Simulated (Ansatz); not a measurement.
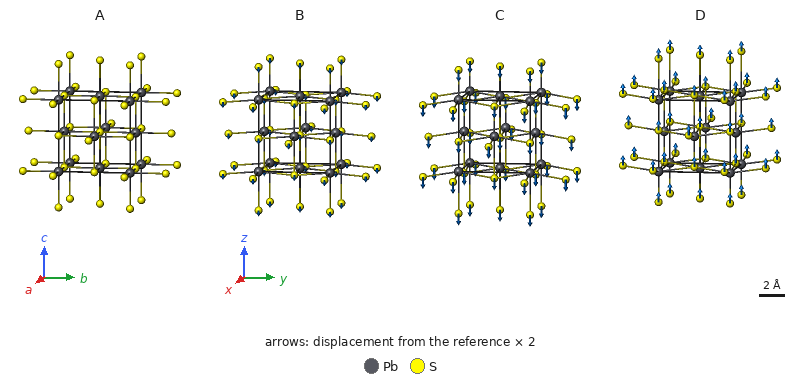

A scan of crystalline PbS (Fm-3m): the whole S sublattice is shifted rigidly, along Cartesian [0 0 1], all else fixed. A ball-and-stick model of the conventional cell (4 times the calculation's cell), seen along the a axis, with a slight tilt. Blue arrows: displacements from the reference. Lengths and directions refer to the drawn axes.

Computed with Ansatz, DFT LDA, scalar-relativistic, plane waves, PAW. Set-up: plane-wave cutoff 420 eV; k-point mesh 10 × 10 × 10; occupations gaussian; smearing width 0.03 eV; no spin polarisation. Energies (free energies at the smearing named) are counted from the cell as listed in its source, which wasn't relaxed.

Q: Rank the frames from lowest to highest energy.

A: Lowest first: A (the displacement 0.00 Å, 0.0 meV/cell), B (the displacement −0.25 Å, 17.8 meV/cell), D (the displacement 0.4375 Å, 130.3 meV/cell), C (the displacement −0.50 Å, 213.8 meV/cell). Over the whole scan: of the computed points the lowest is at the displacement 0.00 Å, 0.0 meV/cell. The well is symmetric. At the highest point the shortest interatomic distance is 2.46 Å, against 2.96 Å in the reference. The distortion takes the space group from Fm-3m to I4mm.
